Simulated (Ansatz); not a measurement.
**Zn25O24 (cell with a defect): density, localisation and related maps**

Zn25O24 (cell with a defect), 49 atoms, a = 8.43 Å, b = 8.43 Å, c = 8.43 Å, α = 84.74°, β = 84.74°, γ = 84.74°.

Method: DFT PBE, scalar-relativistic, plane waves, PAW in Ansatz.

In a PAW calculation such maps are meaningful between the atoms, not at the nuclei.

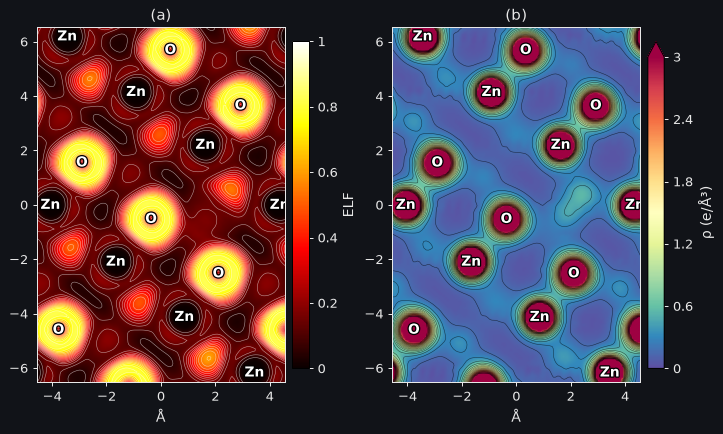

Figure 1. (a) electron localisation function; (b) valence charge density (pseudo) on the (011̄) plane of the calculation cell.

Q: Read the bonding off the picture.

A:
- The plane passes through Zn and O nuclei.
- Atoms just off the plane (Zn, 0.9 Å away and O, 0.9 Å away) can leave unmarked features too.
- Zn–O (1.95 Å): the density is about 0.64 e/Å³ at the midpoint; the ELF peaks at about 0.80 in the valence shell of O, 0.6 Å from its nucleus, and is about 0.25 at the midpoint (no localised pair shows between them).
- Zn–O (2.00 Å): ρ at the midpoint is about 0.57 e/Å³; the ELF peaks at about 0.85 in the valence shell of O, 0.6 Å from its nucleus, and is about 0.25 at the midpoint (no shared electron pair shows on this line).
- Zn–O (2.04 Å): the density is about 0.52 e/Å³ at the midpoint; the ELF peaks at about 0.85 in the valence shell of O, 0.6 Å from its nucleus, and is about 0.20 at the midpoint: no localised pair shows between them.
- Between the atoms the lowest density in this plane is 0.03 e/Å³.

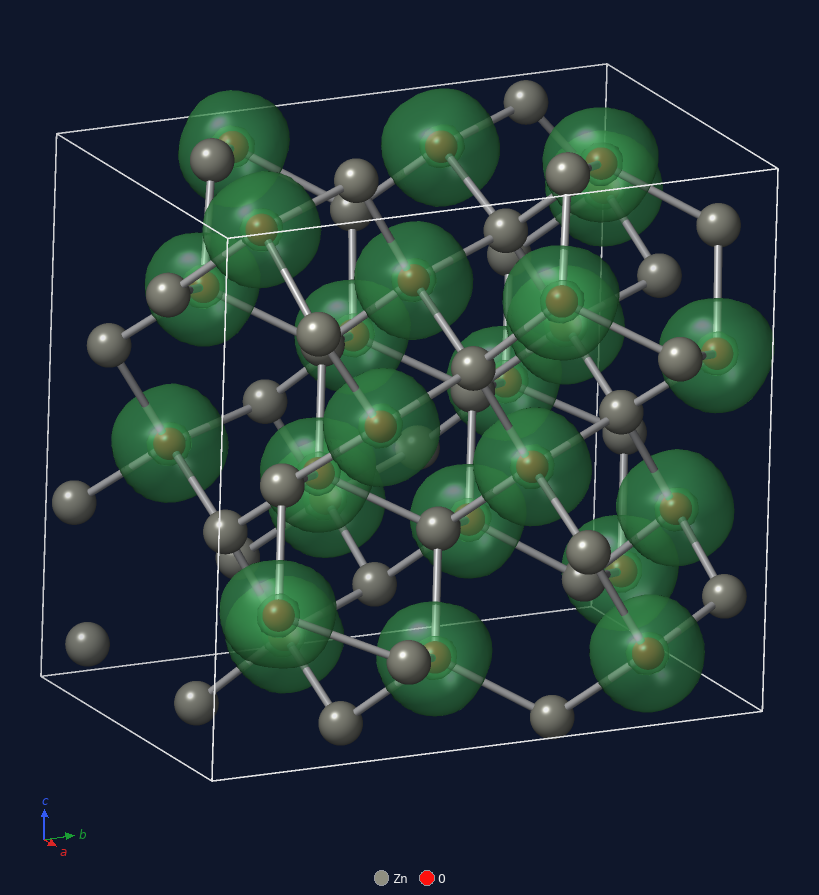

Figure 2. Isosurface of the electron localisation function at 0.65 (green), seen slightly off an axis. Only the valence region is drawn (cores and ρ < 0.01 e/Å³ removed). Sticks mark near contacts.

Q: Describe the localisation domains.

A: The ELF exceeds this value in 24 regions wrapped around O (the valence shell of each), counted in one cell of 49 atoms. Any copies at cell faces, edges or corners count once. Profiles from the grid: Zn–O (1.90 Å): the ELF peaks at about 0.80 in the valence shell of O, 0.6 Å from its nucleus, and is about 0.30 at the midpoint.

Q: Metal or insulator at this level of theory?

A: It is gapped, with a Kohn–Sham gap of 1.3 eV on the k-point mesh, an upper bound to the gap of this method.
